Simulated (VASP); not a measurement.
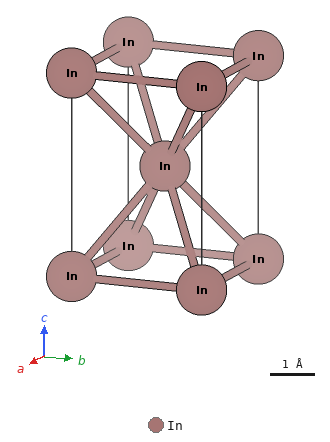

**Figure 1.** The input geometry (ball-and-stick view of the cell 2 times as large as that of the calculation, set on its symmetry axes, seen slightly off an axis).

Run report: In, geometry relaxation (part 1 of 2)

The run: geometry relaxation of In (I4/mmm, 1 atom in the cell). Method and program: Kohn-Sham DFT of a periodic cell, PBEsol, VASP PAW PBE potentials, recommended, no spin polarisation (VASP 6.6.1).

The structure derives from an entry of the Crystallography Open Database.

OSZICAR:
```
N       E                     dE             d eps       ncg     rms          rms(c)
DAV:   1     0.736879973029E+02    0.73688E+02   -0.70748E+03 12878   0.182E+03
DAV:   2    -0.200456810763E+00   -0.73888E+02   -0.72843E+02 13044   0.301E+02
DAV:   3    -0.296563656734E+01   -0.27652E+01   -0.27526E+01 14838   0.662E+01
DAV:   4    -0.302616881774E+01   -0.60532E-01   -0.60510E-01 15968   0.987E+00
DAV:   5    -0.302885637018E+01   -0.26876E-02   -0.26874E-02 15642   0.173E+00    0.238E+00
DAV:   6    -0.299190532234E+01    0.36951E-01   -0.72426E-02 14614   0.607E+00    0.113E+00
DAV:   7    -0.298494673454E+01    0.69586E-02   -0.19279E-02 15110   0.289E+00    0.290E-01
DAV:   8    -0.298428304095E+01    0.66369E-03   -0.77318E-04 16644   0.579E-01    0.273E-02
DAV:   9    -0.298428451833E+01   -0.14774E-05   -0.80555E-06 17744   0.412E-02    0.148E-02
DAV:  10    -0.298428517125E+01   -0.65292E-06   -0.10203E-06 16420   0.151E-02    0.538E-04
DAV:  11    -0.298428516321E+01    0.80352E-08   -0.20135E-08  8364   0.274E-03
   1 F= -.29842852E+01 E0= -.29842438E+01  d E =-.298429E+01
       N       E                     dE             d eps       ncg     rms          rms(c)
DAV:   1    -0.298431277945E+01   -0.27608E-04   -0.74532E-04 14736   0.561E-01    0.302E-02
DAV:   2    -0.298429061100E+01    0.22168E-04   -0.46629E-05 14442   0.161E-01    0.126E-02
DAV:   3    -0.298428636354E+01    0.42475E-05   -0.10827E-05 16866   0.798E-02    0.442E-03
DAV:   4    -0.298428643306E+01   -0.69517E-07   -0.73917E-07 14428   0.176E-02
   2 F= -.29842864E+01 E0= -.29842447E+01  d E =-.126985E-05
       N       E                     dE             d eps       ncg     rms          rms(c)
DAV:   1    -0.298452329123E+01   -0.23693E-03   -0.67163E-03 14706   0.168E+00    0.905E-02
DAV:   2    -0.298432643493E+01    0.19686E-03   -0.42090E-04 14422   0.484E-01    0.376E-02
DAV:   3    -0.298428734434E+01    0.39091E-04   -0.97376E-05 16812   0.240E-01    0.135E-02
DAV:   4    -0.298428553852E+01    0.18058E-05   -0.66661E-06 14374   0.528E-02    0.409E-03
DAV:   5    -0.298428571623E+01   -0.17771E-06   -0.85344E-07 17442   0.128E-02    0.337E-03
DAV:   6    -0.298428574148E+01   -0.25252E-07   -0.17694E-08  6898   0.200E-03
   3 F= -.29842857E+01 E0= -.29842438E+01  d E =-.578267E-06
       N       E                     dE             d eps       ncg     rms          rms(c)
DAV:   1    -0.298433351421E+01   -0.47798E-04   -0.13119E-03 14682   0.745E-01    0.400E-02
DAV:   2    -0.298429616583E+01    0.37348E-04   -0.82047E-05 14398   0.213E-01    0.167E-02
DAV:   3    -0.298428821253E+01    0.79533E-05   -0.19123E-05 16828   0.106E-01    0.587E-03
DAV:   4    -0.298428708148E+01    0.11311E-05   -0.13076E-06 14362   0.234E-02    0.176E-03
DAV:   5    -0.298428701169E+01    0.69789E-07   -0.12052E-07  7196   0.567E-03
   4 F= -.29842870E+01 E0= -.29842450E+01  d E =-.184847E-05
       N       E                     dE             d eps       ncg     rms          rms(c)
DAV:   1    -0.298430030268E+01   -0.13221E-04   -0.37304E-04 14656   0.399E-01    0.212E-02
DAV:   2    -0.298428987655E+01    0.10426E-04   -0.23205E-05 14408   0.114E-01    0.884E-03
DAV:   3    -0.298428756805E+01    0.23085E-05   -0.54251E-06 16768   0.565E-02    0.323E-03
DAV:   4    -0.298428711552E+01    0.45253E-06   -0.36679E-07 13938   0.124E-02    0.978E-04
DAV:   5    -0.298428707690E+01    0.38619E-07   -0.33989E-08  6704   0.304E-03
   5 F= -.29842871E+01 E0= -.29842451E+01  d E =-.191369E-05
       N       E                     dE             d eps       ncg     rms          rms(c)
DAV:   1    -0.298429034367E+01   -0.32281E-05   -0.85470E-05 14618   0.102E-01    0.821E-03
DAV:   2    -0.298428891145E+01    0.14322E-05   -0.19753E-06 18830   0.315E-02    0.539E-03
DAV:   3    -0.298428805562E+01    0.85583E-06   -0.10222E-06 16574   0.331E-02    0.152E-03
DAV:   4    -0.298428807333E+01   -0.17710E-07   -0.10997E-07  6918   0.456E-03
   6 F= -.29842881E+01 E0= -.29842458E+01  d E =-.996429E-06
       N       E                     dE             d eps       ncg     rms          rms(c)
DAV:   1    -0.298431153082E+01   -0.23475E-04   -0.76489E-04 14596   0.306E-01    0.244E-02
DAV:   2    -0.298429888186E+01    0.12649E-04   -0.17408E-05 18794   0.941E-02    0.158E-02
DAV:   3    -0.298429121488E+01    0.76670E-05   -0.91270E-06 16586   0.993E-02    0.459E-03
DAV:   4    -0.298429132819E+01   -0.11331E-06   -0.11538E-06 13818   0.136E-02    0.465E-03
DAV:   5    -0.298429135233E+01   -0.24139E-07   -0.49897E-08  6602   0.442E-03
   7 F= -.29842914E+01 E0= -.29842486E+01  d E =-.427543E-05
       N       E                     dE             d eps       ncg     rms          rms(c)
DAV:   1    -0.298438003211E+01   -0.88704E-04   -0.30628E-03 14582   0.612E-01    0.491E-02
DAV:   2    -0.298432929924E+01    0.50733E-04   -0.70351E-05 18780   0.189E-01    0.319E-02
DAV:   3    -0.298429845699E+01    0.30842E-04   -0.36657E-05 16514   0.199E-01    0.918E-03
DAV:   4    -0.298429885225E+01   -0.39526E-06   -0.46595E-06 13992   0.275E-02    0.924E-03
DAV:   5    -0.298429889745E+01   -0.45208E-07   -0.24551E-07 10516   0.897E-03
   8 F= -.29842989E+01 E0= -.29842567E+01  d E =-.118206E-04
       N       E                     dE             d eps       ncg     rms          rms(c)
DAV:   1    -0.298464198780E+01   -0.34314E-03   -0.12266E-02 14562   0.122E+00    0.983E-02
DAV:   2    -0.298443968493E+01    0.20230E-03   -0.28214E-04 18794   0.379E-01    0.638E-02
DAV:   3    -0.298431633720E+01    0.12335E-03   -0.14623E-04 16552   0.399E-01    0.184E-02
DAV:   4    -0.298431779159E+01   -0.14544E-05   -0.18598E-05 13972   0.550E-02    0.185E-02
DAV:   5    -0.298431786691E+01   -0.75322E-07   -0.10670E-06 16800   0.180E-02    0.181E-03
DAV:   6    -0.298431785816E+01    0.87514E-08   -0.19776E-08  6728   0.265E-03
   9 F= -.29843179E+01 E0= -.29842830E+01  d E =-.307813E-04
       N       E                     dE             d eps       ncg     rms          rms(c)
DAV:   1    -0.298566025529E+01   -0.13424E-02   -0.49159E-02 14584   0.245E+00    0.197E-01
DAV:   2    -0.298485316029E+01    0.80710E-03   -0.11281E-03 18782   0.754E-01    0.128E-01
DAV:   3    -0.298436007923E+01    0.49308E-03   -0.58165E-04 16510   0.799E-01    0.370E-02
DAV:   4    -0.298436569402E+01   -0.56148E-05   -0.74840E-05 14026   0.110E-01    0.370E-02
DAV:   5    -0.298436577930E+01   -0.85273E-07   -0.43238E-06 17838   0.364E-02    0.323E-03
DAV:   6    -0.298436575055E+01    0.28743E-07   -0.87123E-08  7912   0.511E-03
  10 F= -.29843658E+01 E0= -.29843612E+01  d E =-.786737E-04
       N       E                     dE             d eps       ncg     rms          rms(c)
DAV:   1    -0.298962736007E+01   -0.52616E-02   -0.19735E-01 14552   0.491E+00    0.395E-01
DAV:   2    -0.298641351660E+01    0.32138E-02   -0.45299E-03 18750   0.147E+00    0.257E-01
DAV:   3    -0.298444655524E+01    0.19670E-02   -0.22987E-03 16328   0.159E+00    0.741E-02
DAV:   4    -0.298446881030E+01   -0.22255E-04   -0.30168E-04 14134   0.221E-01    0.744E-02
DAV:   5    -0.298446876626E+01    0.44041E-07   -0.18028E-05 17622   0.751E-02    0.435E-03
DAV:   6    -0.298446868985E+01    0.76410E-07   -0.48416E-07 13850   0.104E-02
  11 F= -.29844687E+01 E0= -.29845012E+01  d E =-.181613E-03
       N       E                     dE             d eps       ncg     rms          rms(c)
DAV:   1    -0.300556904681E+01   -0.21100E-01   -0.79607E-01 14534   0.985E+00    0.799E-01
DAV:   2    -0.299258451111E+01    0.12985E-01   -0.18309E-02 18356   0.267E+00    0.517E-01
DAV:   3    -0.298461962726E+01    0.79649E-02   -0.91309E-03 16192   0.306E+00    0.152E-01
DAV:   4    -0.298470487545E+01   -0.85248E-04   -0.11874E-03 14216   0.436E-01    0.151E-01
DAV:   5    -0.298470381348E+01    0.10620E-05   -0.74163E-05 17368   0.156E-01    0.684E-03
DAV:   6    -0.298470361736E+01    0.19612E-06   -0.22388E-06 18634   0.218E-02    0.555E-03
DAV:   7    -0.298470359941E+01    0.17951E-07   -0.13642E-07  7132   0.735E-03
  12 F= -.29847036E+01 E0= -.29846660E+01  d E =-.416523E-03
       N       E                     dE             d eps       ncg     rms          rms(c)
DAV:   1    -0.298501193991E+01   -0.30832E-03   -0.11503E-02 14544   0.120E+00    0.957E-02
DAV:   2    -0.298482372568E+01    0.18821E-03   -0.27942E-04 18808   0.383E-01    0.616E-02
DAV:   3    -0.298470829399E+01    0.11543E-03   -0.13339E-04 16824   0.387E-01    0.186E-02
DAV:   4    -0.298470925204E+01   -0.95805E-06   -0.16264E-05 14070   0.523E-02    0.173E-02
DAV:   5    -0.298470909254E+01    0.15950E-06   -0.10100E-06 16950   0.180E-02    0.237E-03
DAV:   6    -0.298470909695E+01   -0.44106E-08   -0.14975E-08  6694   0.222E-03
  13 F= -.29847091E+01 E0= -.29846894E+01  d E =-.422020E-03
       N       E                     dE             d eps       ncg     rms          rms(c)
DAV:   1    -0.298513504960E+01   -0.42596E-03   -0.13781E-02 14706   0.189E+00    0.115E-01
DAV:   2    -0.298483312677E+01    0.30192E-03   -0.50702E-04 14426   0.538E-01    0.610E-02
DAV:   3    -0.298472287050E+01    0.11026E-03   -0.18442E-04 19150   0.371E-01    0.180E-02
DAV:   4    -0.298471588626E+01    0.69842E-05   -0.20664E-05 17248   0.946E-02    0.803E-03
DAV:   5    -0.298471568718E+01    0.19908E-06   -0.15819E-06 19210   0.238E-02    0.550E-03
DAV:   6    -0.298471564100E+01    0.46183E-07   -0.74656E-08  6812   0.503E-03
  14 F= -.29847156E+01 E0= -.29846795E+01  d E =-.654405E-05
```

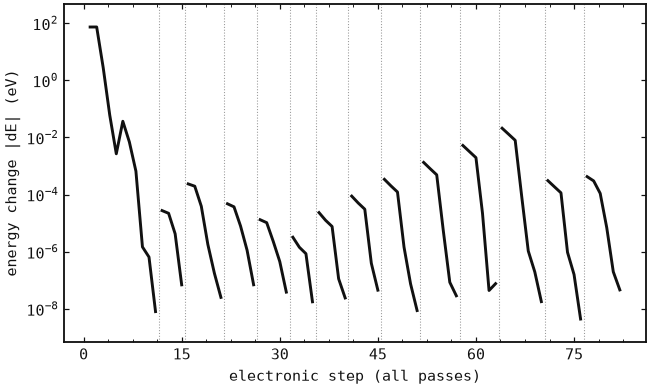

**Figure 2.** Convergence of the self-consistent field: energy change |dE| against the electronic step. Each stretch between dotted lines is the SCF of one geometry step of a relaxation. The 14 ionic steps take 4 to 11 electronic steps each. The density is held fixed in the first few steps, and dE rises again when its update begins.

Parts of OUTCAR:
```
EDIFF = 1E-7
   EDIFFG = -0.005
   ENCUT = 600
   GGA = PS
   IBRION = 2
   ISIF = 3
   ISMEAR = 1
   LASPH = True
   LREAL = False
   NELM = 80
   NSW = 90
   PREC = Accurate

 ion  position               nearest neighbor table
   1  0.000  0.000  0.000-

  LATTYP: Found a body centered tetragonal cell.
 ALAT       =     3.2614120356
 C/A-ratio  =     1.4759693970

  Lattice vectors:

 A1 = (  -1.6307060178,   1.6307060178,   2.4068721778)
 A2 = (   1.6307060178,  -1.6307060178,   2.4068721778)
 A3 = (   1.6307060178,   1.6307060178,  -2.4068721778)

Analysis of symmetry for initial positions (statically):
=====================================================================
 Subroutine PRICEL returns:
 Original cell was already a primitive cell.

 Routine SETGRP: Setting up the symmetry group for a
 body centered tetragonal supercell.

 Subroutine GETGRP returns: Found 16 space group operations
 (whereof 16 operations were pure point group operations)
 out of a pool of 16 trial point group operations.

The static configuration has the point symmetry D_4h.

Analysis of symmetry for dynamics (positions and initial velocities):
=====================================================================
 Subroutine PRICEL returns:
 Original cell was already a primitive cell.

 Routine SETGRP: Setting up the symmetry group for a
 body centered tetragonal supercell.

 Subroutine GETGRP returns: Found 16 space group operations
 (whereof 16 operations were pure point group operations)
 out of a pool of 16 trial point group operations.

The dynamic configuration has the point symmetry D_4h.

 Subroutine INISYM returns: Found 16 space group operations
 (whereof 16 operations are pure point group operations),
 and found     1 'primitive' translations

----------------------------------------------------------------------------------------

                                     Primitive cell

  volume of cell :      25.6014

  direct lattice vectors                    reciprocal lattice vectors
    -1.630706018  1.630706018  2.406872178     0.000000000  0.306615659  0.207738493
     1.630706018 -1.630706018  2.406872178     0.306615659  0.000000000  0.207738493
     1.630706018  1.630706018 -2.406872178     0.306615659  0.306615659  0.000000000

  length of vectors
     3.333382353  3.333382353  3.333382353     0.370362584  0.370362584  0.433620023

  position of ions in fractional coordinates (direct lattice)
     0.000000000  0.000000000  0.000000000

  ion indices of the primitive-cell ions
   primitive index   ion index
                 1           1

----------------------------------------------------------------------------------------

 KPOINTS: k-points

Automatic generation of k-mesh.
 Grid dimensions read from file:
 generate k-points for:   20   20   20

 Generating k-lattice:

  Cartesian coordinates                     Fractional coordinates (reciprocal lattice)
     0.000000000  0.015330783  0.010386925     0.050000000  0.000000000  0.000000000
     0.015330783  0.000000000  0.010386925     0.000000000  0.050000000  0.000000000
     0.015330783  0.015330783  0.000000000     0.000000000  0.000000000  0.050000000

  Length of vectors
     0.018518129  0.018518129  0.021681001

  Shift w.r.t. Gamma in fractional coordinates (k-lattice)
     0.000000000  0.000000000  0.000000000

 Subroutine IBZKPT returns following result:
 ===========================================

 Found    641 irreducible k-points:

 Following reciprocal coordinates:
            Coordinates               Weight
  0.000000  0.000000  0.000000      1.000000
  0.050000  0.000000  0.000000      8.000000
  0.100000 -0.000000  0.000000      8.000000
  0.150000  0.000000  0.000000      8.000000
  0.200000 -0.000000  0.000000      8.000000
  0.250000 -0.000000  0.000000      8.000000
  0.300000  0.000000  0.000000      8.000000
  0.350000  0.000000  0.000000      8.000000
  0.400000  0.000000  0.000000      8.000000
  0.450000 -0.000000  0.000000      8.000000
  0.500000 -0.000000  0.000000      4.000000
  0.050000  0.050000  0.000000      8.000000
  0.100000  0.050000  0.000000     16.000000
  0.150000  0.050000  0.000000     16.000000
  0.200000  0.050000  0.000000     16.000000
  0.250000  0.050000  0.000000     16.000000
  0.300000  0.050000  0.000000     16.000000
  0.350000  0.050000  0.000000     16.000000
  0.400000  0.050000  0.000000     16.000000
  0.450000  0.050000  0.000000     16.000000
  0.500000  0.050000  0.000000     16.000000
 -0.450000  0.050000 -0.000000     16.000000
 -0.400000  0.050000 -0.000000     16.000000
 -0.350000  0.050000 -0.000000     16.000000
 [... further k-points ...]
   k-points           NKPTS =    641   k-points in BZ     NKDIM =    641   number of bands    NBANDS=     10
   number of dos      NEDOS =    301   number of ions     NIONS =      1
   total plane-waves  NPLWV =  21952
   dimension x,y,z NGX =    28 NGY =   28 NGZ =   28
   dimension x,y,z NGXF=    56 NGYF=   56 NGZF=   56
   ions per type =               1
   NGX,Y,Z   is equivalent  to a cutoff of  13.96, 13.96, 13.96 a.u.
   NGXF,Y,Z  is equivalent  to a cutoff of  27.93, 27.93, 27.93 a.u.
 SYSTEM =  unknown system
   PREC   = accura    normal or accurate (medium, high low for compatibility)
   ISTART =      0    job   : 0-new  1-cont  2-samecut
   ICHARG =      2    charge: 1-file 2-atom 10-const
   ISPIN  =      1    spin polarized calculation?
   LNONCOLLINEAR =      F non collinear calculations
   LSORBIT =      F    spin-orbit coupling
   LASPH  =      T    aspherical Exc in radial PAW
   ENCUT  =  600.0 eV  44.10 Ry    6.64 a.u.   6.66  6.66  6.66*2*pi/ulx,y,z
   NELM   =     80;   NELMIN=  2; NELMDL= -5     # of ELM steps
   EDIFF  = 0.1E-06   stopping-criterion for ELM
   LREAL  =      F    real-space projection
   EDIFFG = -.5E-02   stopping-criterion for IOM
   NSW    =     90    number of steps for IOM
   IBRION =      2    ionic relax: 0-MD 1-quasi-New 2-CG
   NFREE  =      1    steps in history (QN), initial steepest desc. (CG)
   ISIF   =      3    stress and relaxation
   ISYM   =      2    0-nonsym 1-usesym 2-fastsym
   POTIM  = 0.5000    time-step for ionic-motion
   TEBEG  =    0.0;   TEEND  =   0.0 temperature during run
   PSTRESS=    0.0 pullay stress
   NELECT =      13.0000    total number of electrons
   NUPDOWN=      -1.0000    fix difference up-down
   EMIN   =  10.00;   EMAX   =-10.00  energy-range for DOS
   EFERMI =   0.00;   METHOD = LEGACY
   ISMEAR =     1;   SIGMA  =   0.10  broadening in eV -4-tet -1-fermi 0-gaus
   EFERMI_NEDOS =   21; number of points for ismear=-14 and -15
   IALGO  =     38    algorithm
   IMIX   =      4    mixing-type and parameters
     AMIX     =   0.40;   BMIX     =  1.00
     AMIX_MAG =   1.60;   BMIX_MAG =  1.00
  volume/ion in A,a.u.               =      25.60       172.77
  Fermi-wavevector in a.u.,A,eV,Ry     =   1.306074  2.468122 23.209221  1.705830
  Thomas-Fermi vector in A             =   2.436901
   LORBIT       =      0    0 simple, 1 ext, 2 COOP (PROOUT), +10 PAW based schemes
   GGA     = PS    functional components
   LHFCALC =     F    Hartree Fock is set to
   AEXX    =    0.0000 exact exchange contribution
   IVDW    =     0    specifies the selected vdW correction
   LEPSILON=     F    determine dielectric tensor
   LRPA    =     F    only Hartree local field effects (RPA)
 conjugate gradient relaxation of ions
 non-spin polarized calculation
 Methfessel and Paxton  Order N= 1 SIGMA  =   0.10
  energy-cutoff  :      600.00
  volume of cell :       25.60
 maximum number of plane-waves:       885
   NGX = 13   NGY = 13   NGZ = 13

--------------------------------------- Ionic step        1  -------------------------------------------

 number of electron      13.0000005 magnetization

 Free energy of the ion-electron system (eV)
  ---------------------------------------------------
  ext. energy  EPLUGINS =         0.00000000
  ---------------------------------------------------
  free energy    TOTEN  =        -2.98428516 eV

  energy without entropy =       -2.98416102  energy(sigma->0) =       -2.98424378

------------------------ aborting loop because EDIFF is reached ----------------------------------------

  FORCE on cell =-STRESS in cart. coord.  units (eV):
  Direction    XX          YY          ZZ          XY          YZ          ZX
  --------------------------------------------------------------------------------------
  -------------------------------------------------------------------------------------
  Total       -0.0002691     -0.0002691     -0.0070478      0.0000000      0.0000000      0.0000000
  in kB       -0.0168426     -0.0168426     -0.4410630      0.0000000      0.0000000      0.0000000
  external PRESSURE =      -0.1582494 kB  Pullay stress =       0.0000000 kB

 VOLUME and BASIS-vectors are now :
```
